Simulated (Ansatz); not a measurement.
Run report: TaSi2, geometry relaxation (part 1 of 2)

- system: TaSi2 (P6₄22, 9 atoms in the cell)
- method: DFT PBE, scalar-relativistic, plane waves, PAW, no spin polarisation (Ansatz 0.2.0)

The structure derives from an entry of the Crystallography Open Database.

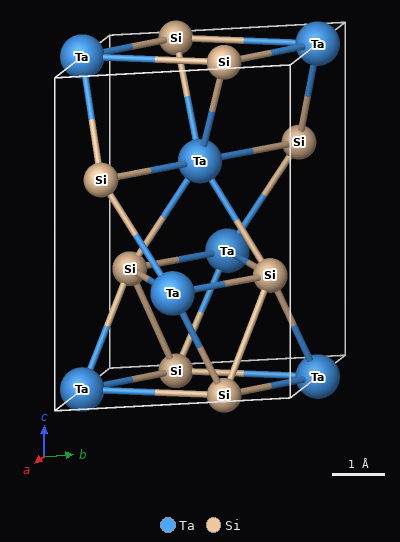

Figure 1. The starting structure (ball-and-stick view of the cell of the calculation, seen slightly off an axis). An atom can appear more than once, as a periodic image.

### The input
```yaml
crystal:
  lattice:
    - [4.7839004637, 0.0, 0.0]
    - [-2.3919502318, 4.1429793307, 0.0]
    - [0.0, 0.0, 6.57]
  atoms:
    - { symbol: Ta, position: [0.5, 0.0, 0.0] }
    - { symbol: Ta, position: [0.5, 0.5, 0.6666666667] }
    - { symbol: Ta, position: [0.0, 0.5, 0.3333333333] }
    - { symbol: Si, position: [0.15897, 0.31794, 0.0] }
    - { symbol: Si, position: [0.84103, 0.15897, 0.6666666667] }
    - { symbol: Si, position: [0.68206, 0.84103, 0.3333333333] }
    - { symbol: Si, position: [0.84103, 0.68206, 0.0] }
    - { symbol: Si, position: [0.15897, 0.84103, 0.6666666667] }
    - { symbol: Si, position: [0.31794, 0.15897, 0.3333333333] }
basis:
  ecutwfc: 420
kpoints:
  mp_grid: { grid: [12, 12, 6] }
hamiltonian:
  xc: pbe
scf:
  occupations: { method: gaussian, width: 0.1 }
output:
  forces: true
  stress: true
  eigenvalues: true
  write_density: true
  write_potential: true
  elf: true
  volumetric_format: npy
relax:
  adjacent_minimum: "off"
  f_tol: 0.005
  max_steps: 80
  cell: { stress_tol: 0.05 }
```

Launched with:
```bash
ansatz run input.yaml --threads 4 --pin off --max-ram 10240MiB --backend cpu --events-out ev --progress --plain --runs-dir out
```

### Log
```
Engine: ansatz 0.2.0, x86_64-unknown-linux-gnu
Pseudopotentials: kind: paw
Pseudopotential: Ta, paw, valence charge 13, recommended cutoff 420 eV (normal), Ta.paw.azcp
Pseudopotential: Si, paw, valence charge 4, recommended cutoff 420 eV (normal), Si.paw.azcp
Functional definition: PBE
  parameter kappa = 0.804
  parameter beta = 0.06672455060314922
  exchange = pbe_x(kappa = kappa, mu = beta*pi^2/3)
  correlation = pbe_c(beta = beta)
Crystal: 9 atoms, lattice volume = 130.215 Å³
Basis set: ecut = 420 eV, 2523 PW (Γ), exchange–correlation on 64×64×90 points (8 copies of the dense FFT grid, shifted against one another)
Bands: 41, of which v1, the nominal top of the filled ones, is band 32 counted from 1 (31 counted from 0)
Symmetry: 12 space group operations
Space group: P6422 (ITA 181), of the structure as read, at distance tolerance 5.1e-5 Å
k-points: 76 of 864 (time reversal used)
Non-local potential: Ta, projectors of the file, l = 0: 3, l = 1: 2, l = 2: 2, l = 3: 1
Non-local potential: Si, projectors of the file, l = 0: 2, l = 1: 2, l = 2: 2
PAW form: soft (Blöchl's): semilocal exchange-correlation on the pseudo side does not see the compensation charge
PAW one-centre angular grid: Ta, 590 points (default); XC on 64 Gauss nodes
PAW one-centre angular grid: Si, 110 points (default); XC on 64 Gauss nodes
Initial density: superposition of atomic densities (neutral atoms: chi_scale 0, normalization atom), corrected by the library's trained network
Initial wavefunctions: pseudopotential atomic-orbital guess
Functional: x = pbe(κ = 0.804, μ = 0.2195149727645171), c = pbe(β = 0.06672455060314922)
SCF iter   1: F=—  HF=-33615.911963 eV  |F-HF|=—  |Δ(HF+E_count)|=         —  Δρ=4.05e-3  dr2=1.31e-2  ethr=1.77e-3  ⟨swp⟩=6.9  Hψ=14578  notcnv=0
preconditioner: auto → Kerker (q_TF=auto, 2.417 Å⁻¹)  [metal: Δε(μ)=0.012 eV  Ē_g=7.359 eV  σ=0.100 eV  W_gap=0.07  n_scr=22 (ndim 8)  ℏωp=20.3 eV  f_vac=0.000  D(μ)=3.43/eV (n_scr^D=22)]
SCF iter   2: F=—  HF=-33615.913074 eV  |F-HF|=—  |Δ(HF+E_count)|=   1.11e-3  Δρ=2.28e-3  dr2=3.46e-3  ethr=2.08e-5  ⟨swp⟩=2.1  Hψ=4401  notcnv=0
SCF iter   3: F=—  HF=-33615.913909 eV  |F-HF|=—  |Δ(HF+E_count)|=   8.35e-4  Δρ=4.89e-4  dr2=2.91e-4  ethr=5.50e-6  ⟨swp⟩=2.0  Hψ=4287  notcnv=0
SCF iter   4: F=—  HF=-33615.913885 eV  |F-HF|=—  |Δ(HF+E_count)|=   2.37e-5  Δρ=9.73e-5  dr2=1.41e-5  ethr=4.62e-7  ⟨swp⟩=2.6  Hψ=4218  notcnv=0
SCF iter   5: F=—  HF=-33615.913937 eV  |F-HF|=—  |Δ(HF+E_count)|=   5.24e-5  Δρ=1.63e-5  dr2=3.42e-7  ethr=2.25e-8  ⟨swp⟩=2.1  Hψ=4334  notcnv=0
SCF iter   6: F=-33615.913937 eV  HF=-33615.913937 eV  |F-HF|=2.87e-9  |Δ(HF+E_count)|=   2.72e-8  Δρ=2.36e-6  dr2=7.50e-9  ethr=1.59e-10  ⟨swp⟩=13.8  Hψ=21730  notcnv=0
SCF 1 converged in 6 iterations: F = -33615.913937 eV  dr2 = 7.50e-9
  greatest PAW one-centre occupation: 1.000 electrons in one spin orbital (limit 2), on the Ta atom at site 2 (counted from 0), in its partial waves of l = 0
relax step   1: F+E_penalty+E_count = -33615.91393745 eV  Δ(F+E_penalty+E_count) = +0.000e0 eV  max|allowed force component| = 5.165e-3 eV/Å  Δτ_max = 0.0000 Å  P = +2.520 GPa  Ω = 130.215 Å³  (6 SCF iters, dr2 threshold 1.00e-7 eV, accepted)
Crystal: 9 atoms, lattice volume = 133.111 Å³
Basis set: ecut = 420 eV, 2555 PW (Γ), exchange–correlation on 64×64×90 points (8 copies of the dense FFT grid, shifted against one another)
Initial density: handed on by an earlier stage of this run
Initial wavefunctions: those handed on with the density
iter 1 solved again at ethr=6.82e-6 eV; its pass at ethr=3.10e-3 eV (dr2=4.30e-3 eV) is discarded
SCF iter   1: F=—  HF=-33615.920971 eV  |F-HF|=—  |Δ(HF+E_count)|=         —  Δρ=1.29e-3  dr2=4.62e-3  ethr=6.82e-6  ⟨swp⟩=2.0  Hψ=14557  notcnv=0
preconditioner: auto → Kerker (q_TF=auto, 2.408 Å⁻¹)  [metal: Δε(μ)=0.022 eV  Ē_g=7.249 eV  σ=0.100 eV  W_gap=0.12  n_scr=22 (ndim 8)  ℏωp=20.1 eV  f_vac=0.000  D(μ)=3.43/eV (n_scr^D=22)]
SCF iter   2: F=—  HF=-33615.920083 eV  |F-HF|=—  |Δ(HF+E_count)|=   8.87e-4  Δρ=5.82e-4  dr2=7.95e-4  ethr=6.82e-6  ⟨swp⟩=2.1  Hψ=3714  notcnv=0
SCF iter   3: F=—  HF=-33615.919929 eV  |F-HF|=—  |Δ(HF+E_count)|=   1.54e-4  Δρ=1.53e-4  dr2=3.24e-5  ethr=1.26e-6  ⟨swp⟩=2.0  Hψ=4048  notcnv=0
SCF iter   4: F=—  HF=-33615.919924 eV  |F-HF|=—  |Δ(HF+E_count)|=   5.53e-6  Δρ=2.88e-5  dr2=1.41e-6  ethr=5.14e-8  ⟨swp⟩=2.2  Hψ=4543  notcnv=0
SCF iter   5: F=-33615.919923 eV  HF=-33615.919923 eV  |F-HF|=1.64e-8  |Δ(HF+E_count)|=   2.75e-7  Δρ=3.66e-6  dr2=2.90e-8  ethr=1.43e-9  ⟨swp⟩=11.7  Hψ=22641  notcnv=0
SCF 2 converged in 5 iterations: F = -33615.919923 eV  dr2 = 2.90e-8
  greatest PAW one-centre occupation: 0.999 electrons in one spin orbital (limit 2), on the Ta atom at site 2 (counted from 0), in its partial waves of l = 0
relax step   2: F+E_penalty+E_count = -33615.91992335 eV  Δ(F+E_penalty+E_count) = -5.986e-3 eV  max|allowed force component| = 5.506e-2 eV/Å  Δτ_max = 0.0051 Å  P = -1.551 GPa  Ω = 133.111 Å³  energy of the carried Pulay correction = -8.404e-4 eV  (5 SCF iters, dr2 threshold 9.00e-7 eV, accepted)
Crystal: 9 atoms, lattice volume = 131.966 Å³
Basis set: ecut = 420 eV, 2543 PW (Γ), exchange–correlation on 64×64×90 points (8 copies of the dense FFT grid, shifted against one another)
iter 1 solved again at ethr=1.25e-6 eV; its pass at ethr=3.10e-3 eV (dr2=7.84e-4 eV) is discarded
SCF iter   1: F=—  HF=-33615.926986 eV  |F-HF|=—  |Δ(HF+E_count)|=         —  Δρ=5.77e-4  dr2=8.54e-4  ethr=1.25e-6  ⟨swp⟩=2.2  Hψ=14051  notcnv=0
preconditioner: auto → Kerker (q_TF=auto, 2.412 Å⁻¹)  [metal: Δε(μ)=0.027 eV  Ē_g=7.287 eV  σ=0.100 eV  W_gap=0.15  n_scr=22 (ndim 8)  ℏωp=20.2 eV  f_vac=0.000  D(μ)=3.50/eV (n_scr^D=22)]
SCF iter   2: F=—  HF=-33615.926891 eV  |F-HF|=—  |Δ(HF+E_count)|=   9.49e-5  Δρ=2.69e-4  dr2=1.54e-4  ethr=1.25e-6  ⟨swp⟩=2.1  Hψ=3700  notcnv=0
SCF iter   3: F=—  HF=-33615.926847 eV  |F-HF|=—  |Δ(HF+E_count)|=   4.41e-5  Δρ=6.64e-5  dr2=6.37e-6  ethr=2.44e-7  ⟨swp⟩=2.0  Hψ=3926  notcnv=0
SCF iter   4: F=-33615.926845 eV  HF=-33615.926846 eV  |F-HF|=1.62e-7  |Δ(HF+E_count)|=   1.16e-6  Δρ=1.25e-5  dr2=2.61e-7  ethr=1.43e-9  ⟨swp⟩=12.4  Hψ=23283  notcnv=0
SCF 3 converged in 4 iterations: F = -33615.926845 eV  dr2 = 2.61e-7
relax step   3: F+E_penalty+E_count = -33615.92684546 eV  Δ(F+E_penalty+E_count) = -6.922e-3 eV  max|allowed force component| = 5.916e-3 eV/Å  Δτ_max = 0.0042 Å  P = -0.024 GPa  Ω = 131.966 Å³  energy of the carried Pulay correction = -5.105e-4 eV  (4 SCF iters, dr2 threshold 9.00e-7 eV, accepted)
Crystal: 9 atoms, lattice volume = 131.944 Å³
iter 1 solved again at ethr=2.29e-9 eV; its pass at ethr=3.10e-3 eV (dr2=1.44e-6 eV) is discarded
SCF iter   1: F=—  HF=-33615.926797 eV  |F-HF|=—  |Δ(HF+E_count)|=         —  Δρ=2.89e-5  dr2=1.53e-6  ethr=2.29e-9  ⟨swp⟩=2.7  Hψ=14115  notcnv=0
preconditioner: auto → Kerker (q_TF=auto, 2.412 Å⁻¹)  [metal: Δε(μ)=0.024 eV  Ē_g=7.290 eV  σ=0.100 eV  W_gap=0.13  n_scr=22 (ndim 8)  ℏωp=20.2 eV  f_vac=0.000  D(μ)=3.50/eV (n_scr^D=22)]
SCF iter   2: F=—  HF=-33615.926863 eV  |F-HF|=—  |Δ(HF+E_count)|=   6.59e-5  Δρ=1.70e-5  dr2=5.43e-7  ethr=2.29e-9  ⟨swp⟩=2.1  Hψ=4414  notcnv=0
SCF iter   3: F=—  HF=-33615.926863 eV  |F-HF|=—  |Δ(HF+E_count)|=   1.25e-7  Δρ=2.75e-6  dr2=1.32e-8  ethr=8.62e-10  ⟨swp⟩=2.0  Hψ=4277  notcnv=0
SCF iter   4: F=-33615.926863 eV  HF=-33615.926863 eV  |F-HF|=3.64e-11  |Δ(HF+E_count)|=   2.26e-9  Δρ=8.77e-7  dr2=5.79e-10  ethr=3.47e-12  ⟨swp⟩=7.2  Hψ=16123  notcnv=0
SCF 4 converged in 4 iterations: F = -33615.926863 eV  dr2 = 5.79e-10
  greatest PAW one-centre occupation: 0.999 electrons in one spin orbital (limit 2), on the Ta atom at site 1 (counted from 0), in its partial waves of l = 0
relax step   4: F+E_penalty+E_count = -33615.92686284 eV  Δ(F+E_penalty+E_count) = -1.738e-5 eV  max|allowed force component| = 9.874e-4 eV/Å  Δτ_max = 0.0004 Å  P = +0.004 GPa  Ω = 131.944 Å³  energy of the carried Pulay correction = -5.041e-4 eV  (4 SCF iters, dr2 threshold 2.19e-9 eV, accepted)
Basis set: ecut = 420 eV, 2543 PW (Γ), exchange–correlation on 72×72×90 points (8 copies of the dense FFT grid, shifted against one another)
Initial wavefunctions: pseudopotential atomic-orbital guess (no wavefunctions were taken with the density)
iter 1 solved again at ethr=3.30e-7 eV; its pass at ethr=3.10e-3 eV (dr2=2.08e-4 eV) is discarded
SCF iter   1: F=—  HF=-33615.927326 eV  |F-HF|=—  |Δ(HF+E_count)|=         —  Δρ=1.23e-4  dr2=4.57e-7  ethr=3.30e-7  ⟨swp⟩=3.0  Hψ=21844  notcnv=0
SCF iter   2: F=—  HF=-33615.927397 eV  |F-HF|=—  |Δ(HF+E_count)|=   7.13e-5  Δρ=6.23e-5  dr2=1.20e-7  ethr=7.26e-10  ⟨swp⟩=2.0  Hψ=4660  notcnv=0
SCF iter   3: F=—  HF=-33615.927407 eV  |F-HF|=—  |Δ(HF+E_count)|=   9.74e-6  Δρ=1.98e-6  dr2=3.75e-9  ethr=1.91e-10  ⟨swp⟩=1.9  Hψ=4105  notcnv=0
SCF iter   4: F=—  HF=-33615.927407 eV  |F-HF|=—  |Δ(HF+E_count)|=   4.66e-9  Δρ=5.08e-7  dr2=3.97e-10  ethr=5.95e-12  ⟨swp⟩=2.3  Hψ=4377  notcnv=0
SCF iter   5: F=-33615.927407 eV  HF=-33615.927407 eV  |F-HF|=2.18e-11  |Δ(HF+E_count)|=  7.28e-12  Δρ=1.47e-7  dr2=2.24e-11  ethr=1.00e-12  ⟨swp⟩=7.8  Hψ=15520  notcnv=0
SCF 5 converged in 5 iterations: F = -33615.927407 eV  dr2 = 2.24e-11
relax step   5: F+E_penalty+E_count = -33615.92740701 eV  Δ(F+E_penalty+E_count) = -5.442e-4 eV  max|allowed force component| = 1.053e-3 eV/Å  Δτ_max = 0.0000 Å  P = +0.010 GPa  Ω = 131.944 Å³  stress off target by 1.11e-2 GPa  SCF on the basis re-selected at this cell (its energy is not comparable with the rows above)  (5 SCF iters)
```

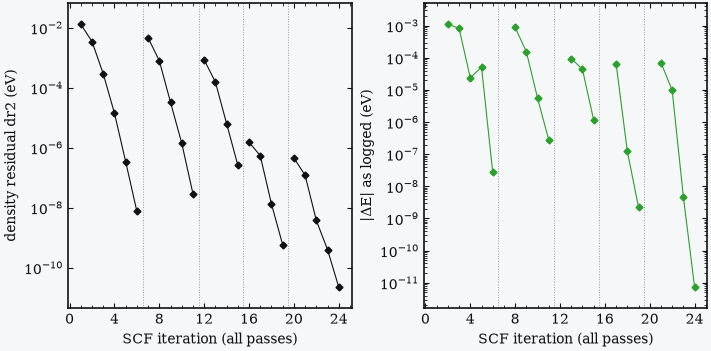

Figure 2. Convergence of the self-consistent field: density residual dr2 and size of the energy change against the SCF iteration. The dotted lines part the SCF passes of the relaxation: geometry steps, rejected trials and re-solves on a re-selected basis. The 5 passes take 4 to 6 iterations each, 24 in all.

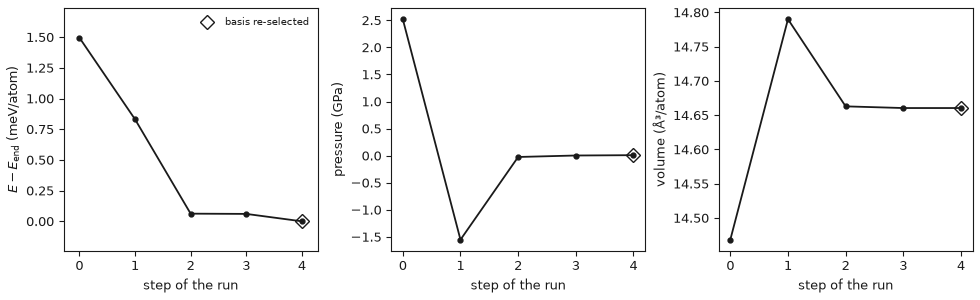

Figure 3. Progress of the relaxation, step by step (the first geometry is step 0 here and step 1 in the log). No atom moves by more than 0.005 Å relative to the cell. Cell: a = b 4.784 → 4.806 Å (+0.5 %), c 6.570 → 6.597 Å (+0.4 %). Volume +1.3 %. Among the contacts that change: Ta1–Si4 2.826 → 2.839 Å, Ta1–Si5 2.607 → 2.618 Å, Si4–Si7 2.634 → 2.645 Å, Si4–Si5 2.556 → 2.566 Å. The space group stays P6_422 (No. 181). Over 3 geometry steps the energy falls by 1.4 meV per atom. The largest force component goes from 0.0052 to 0.0011 eV/Å. Pressure: 2.52 GPa at the start and 0.01 GPa at the end. A last SCF at the same geometry on a re-selected plane-wave basis shifts the energy by −0.1 meV per atom. (Atoms are counted from 1 in the order of the input.)

```
basis re-selected at this cell: Δ(F+E_penalty+E_count) = -5.442e-4 eV, ΔP = +0.006 GPa vs the last step (what re-selecting the basis moved, of the pressure what is left beyond the Pulay correction that the steps carried, after the strain that the cell walked since its last selection, with what the two solves' SCF thresholds leave and, on support functions, any second-order correction that the steps lacked; it is no measure of the basis error at this ecutwfc). The dense FFT grid was sized anew with the basis: this SCF ran on 36×36×45 points, the steps before it on 32×32×45, so part of this shift can come from that change (see relax.cell in the input reference). This SCF's stress stands 1.11e-2 GPa from its target on what of the cell is left free (relax.cell.stress_tol is 5.00e-2 GPa) and its largest allowed force component is 1.05e-3 eV/Å (relax.f_tol is 5.00e-3 eV/Å): within both
SCF converged after 5 iterations
Free energy (F): -33615.927407 eV
Harris-Foulkes:  -33615.927407 eV  (|F-HF|=2.18e-11)
Internal energy: -33615.909892 eV  (E = F + TS)
E sigma→0 (E₀):  -33615.918649 eV
Entropy (-TS):   -0.017515 eV (-1.946 meV/atom)
Fermi energy:    14.983810 eV
--- Per-component energies (eV) ---
  E_band       = -269.220867
  E_kinetic    = 1359.070614
  E_local      = -2359.443226  (includes V_loc(G=0)·N_el)
  E_nonlocal   = 195.549442
  E_hartree    = 899.388357
  E_xc         = -997.189183
  E_vxc        = -907.192624  (∫ρ·V_xc dr)
  E_paw        = -28267.280918  (= ΣΔE_a)
  E_vpaw       = -355.982158  (= ΣTr[D̂ρ^β])
  E_aug_tail   = 0.000511  (compensation charges beyond the density's cutoff)
  E_ewald      = -4446.005488
  E_smearing   = -0.017515  (= −TS)
  E_closure    = -0.000000  (closes the sum)
  Σ components = -33615.927407   (vs F -33615.927407, Δ=0.00e0)
```
